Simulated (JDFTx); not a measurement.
## Run report: V, geometry relaxation (part 1 of 2)

System: V (Im-3m, 1 atom in the cell).
Method: Kohn-Sham DFT of a periodic cell, PBE with D3(BJ), PseudoDojo-SR-PBE-0.5-standard, spin-polarised (JDFTx 1.7.0 (patched build)).

The structure derives from an entry of the Crystallography Open Database.

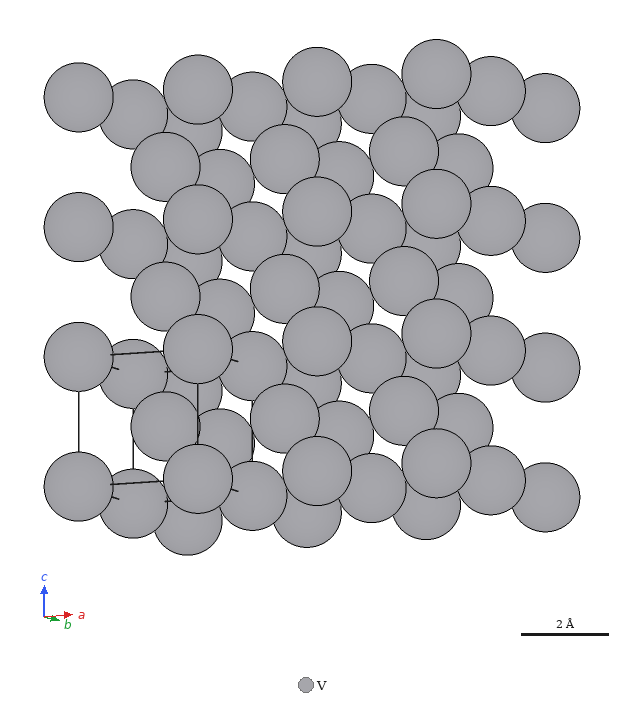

The starting structure (spheres-only view of the cell 2 times as large as that of the calculation, set on its symmetry axes, repeated 3 × 2 × 3, seen at an oblique angle).

### Key numbers

| quantity | value |
| --- | --- |
| outcome | converged |
| space group (tolerance 0.01 Å) | Im-3m (229) |
| electrons treated | 13 |
| free energy | −1945.7938 eV |
| Fermi energy | 17.595 eV |
| gap on the k-point mesh | none (metallic) |
| net moment of the cell | 0.00 μB |
| integrated absolute moment | 0.00 μB |
| pressure | −0.03 GPa |
| final volume | 12.85 Å³ |
| largest force (length of the vector) at the end | under 0.001 eV/Å |
| final cell | a = 2.556 Å, b = 2.556 Å, c = 2.556 Å, α = 109.47°, β = 109.47°, γ = 109.47° |
| hardware | 1 thread of Intel Xeon (Sapphire Rapids), 16 GiB of memory available, shared host |
| wall time | 2.2 min |
| peak memory | 0.13 GiB |

### The input
```
lattice \
   -2.8617067568     2.8617067568     2.8617067568 \
    2.8617067568    -2.8617067568     2.8617067568 \
    2.8617067568     2.8617067568    -2.8617067568
coords-type Lattice
ion V      0.0000000000     0.0000000000     0.0000000000 1

ion-species pseudo/V.upf
elec-cutoff 42
elec-ex-corr gga-PBE
van-der-waals D3BJ
kpoint-folding 12 12 12
elec-smearing Fermi 0.0018374661
elec-n-bands 13
spintype z-spin
initial-magnetic-moments V 2
elec-initial-magnetization 2 no
electronic-SCF nIterations 100 energyDiffThreshold 1e-09
electronic-minimize nIterations 30 energyDiffThreshold 1e-7
forces-output-coords Cartesian
lattice-minimize nIterations 40 energyDiffThreshold 1e-6

dump-name run.$VAR
dump End Ecomponents EigStats BandEigs Kpoints Forces Stress
```

Launched with:
```bash
jdftx -c 1 -i V.in -o V.out
```

### Log
```
*************** JDFTx 1.7.0 (patched build) ***************

Input parsed successfully to the following command list (including defaults):
[... the input with its defaults ...]

---------- Setting up symmetries ----------

Found 48 point-group symmetries of the bravais lattice
Found 48 space-group symmetries with basis
Applied RMS atom displacement 0 bohrs to make symmetries exact.

---------- Initializing the Grid ----------
R =
[     -2.86171      2.86171      2.86171  ]
[      2.86171     -2.86171      2.86171  ]
[      2.86171      2.86171     -2.86171  ]
unit cell volume = 93.7423
G =
[ 4.14526e-17     1.0978     1.0978  ]
[     1.0978 4.14526e-17     1.0978  ]
[     1.0978     1.0978 4.14526e-17  ]
Minimum fftbox size, Smin = [  32  32  32  ]
Chosen fftbox size, S = [  32  32  32  ]

---------- Exchange Correlation functional ----------
Initalized PBE GGA exchange.
Initalized PBE GGA correlation.

---------- Setting up pseudopotentials ----------
Width of ionic core gaussian charges (only for fluid interactions / plotting) set to 0

Reading pseudopotential file 'pseudo/V.upf':
  'V' pseudopotential, 'PBE' functional
  Generated using ONCVPSP code by D. R. Hamann
  13 valence electrons, 4 orbitals, 6 projectors, 1001 radial grid points, with lMax = 2
    3S    l: 0   occupation:  2.0   eigenvalue: -2.581105
    3P    l: 1   occupation:  6.0   eigenvalue: -1.618486
    3D    l: 2   occupation:  3.0   eigenvalue: -0.189795
    4S    l: 0   occupation:  2.0   eigenvalue: -0.172804
  Core radius for overlap checks: 1.61 bohrs.

Initialized 1 species with 1 total atoms.

Folded 1 k-points by 12x12x12 to 1728 k-points.

---------- Setting up k-points, bands, fillings ----------
Reduced to 72 k-points under symmetry.
Computing the number of bands and number of electrons
Calculating initial fillings.
nElectrons:  13.000000   nBands: 13   nStates: 144

----- Setting up reduced wavefunction bases (one per k-point) -----
average nbasis = 1218.943 , ideal nbasis = 1218.718

Initializing DFT-D3(BJ) calculator:
	Parameters set for gga-PBE functional
	s6:  1.000  s8:  0.787
	a1:  0.429  a2:  4.441
	Per-atom parameters loaded for:
	 V:  sqrtQ[a0]:  6.077  Rcov[a0]:  2.287  CN: [ 0.00 1.91 2.91 ]

---------- Setting up ewald sum ----------
Optimum gaussian width for ewald sums = 1.786788 bohr.
Real space sum over 2197 unit cells with max indices [  6  6  6  ]
Reciprocal space sum over 2197 terms with max indices [  6  6  6  ]

Computing DFT-D3 correction:
# coordination-number V 12.603
# diagonal-C6 V 269.33
EvdW_6 =   -0.012880
EvdW_8 =   -0.011293

---------- Allocating electronic variables ----------
Initializing wave functions:  linear combination of atomic orbitals
Note: number of bands (13) exceeds available atomic orbitals (10)
V (M=2) pseudo-atom majority spin occupations:   s ( 1 0 )  p ( 3 )  d ( 3.5 )
V (M=2) pseudo-atom minority spin occupations:   s ( 1 0 )  p ( 3 )  d ( 1.5 )
	FillingsUpdate:  mu: +0.770481166  nElectrons: 13.000000  magneticMoment: [ Abs: 1.49138  Tot: +1.49138 ]
LCAOMinimize: Iter:   0  F: -71.2102200670305194  |grad|_K:  6.917e-03  alpha:  1.000e+00
	FillingsUpdate:  mu: +0.594963143  nElectrons: 13.000000  magneticMoment: [ Abs: 0.78782  Tot: +0.78782 ]
LCAOMinimize: Iter:   1  F: -71.4836232633032580  |grad|_K:  7.166e-04  alpha:  5.203e-01  linmin:  1.110e-01  cgtest: -7.224e-01
LCAOMinimize: 	Predicted alpha/alphaT>3.000000, increasing alphaT to 1.560921e+00.
[... 13 lines of inner loops ...]
LCAOMinimize: Iter:   7  F: -71.4895437468055945  |grad|_K:  8.909e-07  alpha:  1.726e+00  linmin: -3.052e-04  cgtest:  2.108e-02
	FillingsUpdate:  mu: +0.605884503  nElectrons: 13.000000  magneticMoment: [ Abs: 0.17755  Tot: -0.17746 ]
LCAOMinimize: Iter:   8  F: -71.4895437588531877  |grad|_K:  2.179e-07  alpha:  1.247e+00  linmin:  7.032e-05  cgtest: -1.301e-03
LCAOMinimize: Converged (|Delta F|<1.000000e-06 for 2 iters).

--------- Lattice Minimization ---------

Computing DFT-D3 correction:
# coordination-number V 12.603
# diagonal-C6 V 269.33
EvdW_6 =   -0.012880
EvdW_8 =   -0.011293

-------- Electronic minimization -----------
Will mix electronic density at each iteration.
	FillingsUpdate:  mu: +0.605884503  nElectrons: 13.000000  magneticMoment: [ Abs: 0.17755  Tot: -0.17746 ]
	FillingsUpdate:  mu: +0.601067958  nElectrons: 13.000000  magneticMoment: [ Abs: 0.17755  Tot: -0.17746 ]
SCF: Cycle:  0   F: -71.502096032534112   dF: -1.255e-02   |Residual|: 4.991e-02   |deigs|: 2.192e-01
	FillingsUpdate:  mu: +0.590527550  nElectrons: 13.000000  magneticMoment: [ Abs: 0.16029  Tot: -0.16029 ]
SCF: Cycle:  1   F: -71.504904634939422   dF: -2.809e-03   |Residual|: 7.224e-03   |deigs|: 1.548e-02
	FillingsUpdate:  mu: +0.590993032  nElectrons: 13.000000  magneticMoment: [ Abs: 0.13812  Tot: -0.13812 ]
SCF: Cycle:  2   F: -71.504924134027050   dF: -1.950e-05   |Residual|: 4.005e-03   |deigs|: 9.475e-04
	FillingsUpdate:  mu: +0.590819509  nElectrons: 13.000000  magneticMoment: [ Abs: 0.10155  Tot: -0.10155 ]
SCF: Cycle:  3   F: -71.504931074282567   dF: -6.940e-06   |Residual|: 1.875e-03   |deigs|: 5.191e-04
	FillingsUpdate:  mu: +0.590681547  nElectrons: 13.000000  magneticMoment: [ Abs: 0.08171  Tot: -0.08169 ]
SCF: Cycle:  4   F: -71.504933911767040   dF: -2.837e-06   |Residual|: 1.508e-03   |deigs|: 3.185e-04
	FillingsUpdate:  mu: +0.590614038  nElectrons: 13.000000  magneticMoment: [ Abs: 0.04943  Tot: -0.04943 ]
SCF: Cycle:  5   F: -71.504936827899442   dF: -2.916e-06   |Residual|: 8.370e-04   |deigs|: 4.593e-04
	FillingsUpdate:  mu: +0.590617688  nElectrons: 13.000000  magneticMoment: [ Abs: 0.03002  Tot: -0.03002 ]
SCF: Cycle:  6   F: -71.504937895344995   dF: -1.067e-06   |Residual|: 4.996e-04   |deigs|: 2.704e-04
	FillingsUpdate:  mu: +0.590624098  nElectrons: 13.000000  magneticMoment: [ Abs: 0.00216  Tot: -0.00216 ]
SCF: Cycle:  7   F: -71.504938471148876   dF: -5.758e-07   |Residual|: 1.097e-04   |deigs|: 3.844e-04
	FillingsUpdate:  mu: +0.590623484  nElectrons: 13.000000  magneticMoment: [ Abs: 0.00062  Tot: -0.00060 ]
SCF: Cycle:  8   F: -71.504938483910877   dF: -1.276e-08   |Residual|: 3.904e-05   |deigs|: 2.349e-05
	FillingsUpdate:  mu: +0.590624522  nElectrons: 13.000000  magneticMoment: [ Abs: 0.00091  Tot: -0.00091 ]
SCF: Cycle:  9   F: -71.504938485962796   dF: -2.052e-09   |Residual|: 1.907e-05   |deigs|: 6.754e-06
	FillingsUpdate:  mu: +0.590625013  nElectrons: 13.000000  magneticMoment: [ Abs: 0.00035  Tot: -0.00035 ]
SCF: Cycle: 10   F: -71.504938486974595   dF: -1.012e-09   |Residual|: 6.718e-06   |deigs|: 1.010e-05
	FillingsUpdate:  mu: +0.590624831  nElectrons: 13.000000  magneticMoment: [ Abs: 0.00020  Tot: -0.00020 ]
SCF: Cycle: 11   F: -71.504938487159890   dF: -1.853e-10   |Residual|: 3.231e-06   |deigs|: 5.026e-06
	FillingsUpdate:  mu: +0.590624826  nElectrons: 13.000000  magneticMoment: [ Abs: 0.00006  Tot: -0.00006 ]
SCF: Cycle: 12   F: -71.504938487219306   dF: -5.942e-11   |Residual|: 1.024e-06   |deigs|: 4.756e-06
SCF: Converged (|Delta E|<1.000000e-09 for 2 iters).

Setting wave functions to eigenvectors of Hamiltonian

Computing DFT-D3 correction:
# coordination-number V 12.603
# diagonal-C6 V 269.33
EvdW_6 =   -0.012880
EvdW_8 =   -0.011293
# Lattice vectors:
R =
[     -2.86171      2.86171      2.86171  ]
[      2.86171     -2.86171      2.86171  ]
[      2.86171      2.86171     -2.86171  ]
unit cell volume = 93.7423

# Strain tensor in Cartesian coordinates:
[            0            0            0  ]
[            0            0            0  ]
[            0            0            0  ]

# Stress tensor in Cartesian coordinates [Eh/a0^3]:
[  0.000447594            0            0  ]
[            0  0.000447594            0  ]
[            0            0  0.000447594  ]

# Ionic positions in lattice coordinates:
ion V   0.000000000000000   0.000000000000000   0.000000000000000 1

# Forces in Cartesian coordinates:
force V   0.000000000000000   0.000000000000000  -0.000000000000000 1

# Energy components:
   Eewald =      -53.7293392750253247
       EH =       14.6380809717709113
     Eloc =      -54.3119870225813344
      Enl =        0.6472116788752655
     EvdW =       -0.0241735271338992
      Exc =      -11.4349418996721930
 Exc_core =        2.3275045679438495
       KE =       30.3833590838404746
-------------------------------------
     Etot =      -71.5042854219822459
       TS =        0.0006530652370558
-------------------------------------
        F =      -71.5049384872193059

LatticeMinimize: Iter:   0  F: -71.504938487219306  |grad|_K:  1.600e-02

#--- Lowdin population analysis ---
# oxidation-state V +0.135
# magnetic-moments V -0.000

Computing DFT-D3 correction:
# coordination-number V 12.658
# diagonal-C6 V 269.33
EvdW_6 =   -0.012961
EvdW_8 =   -0.011367

-------- Electronic minimization -----------
Will mix electronic density at each iteration.
	FillingsUpdate:  mu: +0.590624826  nElectrons: 13.000000  magneticMoment: [ Abs: 0.00005  Tot: -0.00005 ]
	FillingsUpdate:  mu: +0.594592231  nElectrons: 13.000000  magneticMoment: [ Abs: 0.00005  Tot: -0.00005 ]
SCF: Cycle:  0   F: -71.505183544056948   dF: -1.672e-05   |Residual|: 1.188e-03   |deigs|: 1.865e-05
	FillingsUpdate:  mu: +0.594852178  nElectrons: 13.000000  magneticMoment: [ Abs: 0.00005  Tot: -0.00005 ]
SCF: Cycle:  1   F: -71.505185103830158   dF: -1.560e-06   |Residual|: 2.318e-04   |deigs|: 3.509e-04
	FillingsUpdate:  mu: +0.594842394  nElectrons: 13.000000  magneticMoment: [ Abs: 0.00005  Tot: -0.00005 ]
SCF: Cycle:  2   F: -71.505185117569454   dF: -1.374e-08   |Residual|: 1.250e-04   |deigs|: 1.736e-05
	FillingsUpdate:  mu: +0.594846682  nElectrons: 13.000000  magneticMoment: [ Abs: 0.00004  Tot: -0.00004 ]
SCF: Cycle:  3   F: -71.505185119461814   dF: -1.892e-09   |Residual|: 1.992e-05   |deigs|: 1.544e-05
	FillingsUpdate:  mu: +0.594847048  nElectrons: 13.000000  magneticMoment: [ Abs: 0.00003  Tot: -0.00003 ]
SCF: Cycle:  4   F: -71.505185119717368   dF: -2.556e-10   |Residual|: 7.453e-06   |deigs|: 8.175e-06
	FillingsUpdate:  mu: +0.594846828  nElectrons: 13.000000  magneticMoment: [ Abs: 0.00003  Tot: -0.00003 ]
SCF: Cycle:  5   F: -71.505185119771042   dF: -5.367e-11   |Residual|: 8.101e-07   |deigs|: 3.197e-06
SCF: Converged (|Delta E|<1.000000e-09 for 2 iters).

Setting wave functions to eigenvectors of Hamiltonian

Computing DFT-D3 correction:
# coordination-number V 12.658
# diagonal-C6 V 269.33
EvdW_6 =   -0.012961
EvdW_8 =   -0.011367
LatticeMinimize: 	Wolfe criterion not satisfied: alpha: 1  (E-E0)/|gdotd0|: -0.963636  gdotd/gdotd0: 0.925446 (taking cubic step)

Computing DFT-D3 correction:
# coordination-number V 12.767
# diagonal-C6 V 269.33
EvdW_6 =   -0.013125
EvdW_8 =   -0.011516

-------- Electronic minimization -----------
Will mix electronic density at each iteration.
	FillingsUpdate:  mu: +0.594846828  nElectrons: 13.000000  magneticMoment: [ Abs: 0.00002  Tot: -0.00002 ]
	FillingsUpdate:  mu: +0.602868410  nElectrons: 13.000000  magneticMoment: [ Abs: 0.00003  Tot: -0.00003 ]
SCF: Cycle:  0   F: -71.505614753951235   dF: -6.806e-05   |Residual|: 2.426e-03   |deigs|: 7.994e-05
	FillingsUpdate:  mu: +0.603391153  nElectrons: 13.000000  magneticMoment: [ Abs: 0.00002  Tot: -0.00002 ]
SCF: Cycle:  1   F: -71.505621063833047   dF: -6.310e-06   |Residual|: 4.856e-04   |deigs|: 7.132e-04
	FillingsUpdate:  mu: +0.603368447  nElectrons: 13.000000  magneticMoment: [ Abs: 0.00002  Tot: -0.00002 ]
SCF: Cycle:  2   F: -71.505621114819007   dF: -5.099e-08   |Residual|: 2.612e-04   |deigs|: 4.292e-05
	FillingsUpdate:  mu: +0.603377349  nElectrons: 13.000000  magneticMoment: [ Abs: 0.00002  Tot: -0.00002 ]
SCF: Cycle:  3   F: -71.505621120503037   dF: -5.684e-09   |Residual|: 4.668e-05   |deigs|: 1.712e-05
	FillingsUpdate:  mu: +0.603378264  nElectrons: 13.000000  magneticMoment: [ Abs: 0.00001  Tot: -0.00001 ]
SCF: Cycle:  4   F: -71.505621121542504   dF: -1.039e-09   |Residual|: 1.606e-05   |deigs|: 1.693e-05
	FillingsUpdate:  mu: +0.603377641  nElectrons: 13.000000  magneticMoment: [ Abs: 0.00001  Tot: -0.00001 ]
SCF: Cycle:  5   F: -71.505621121763014   dF: -2.205e-10   |Residual|: 1.843e-06   |deigs|: 1.960e-05
	FillingsUpdate:  mu: +0.603377751  nElectrons: 13.000000  magneticMoment: [ Abs: 0.00001  Tot: -0.00001 ]
SCF: Cycle:  6   F: -71.505621121804964   dF: -4.195e-11   |Residual|: 1.401e-06   |deigs|: 2.068e-05
SCF: Converged (|Delta E|<1.000000e-09 for 2 iters).
```
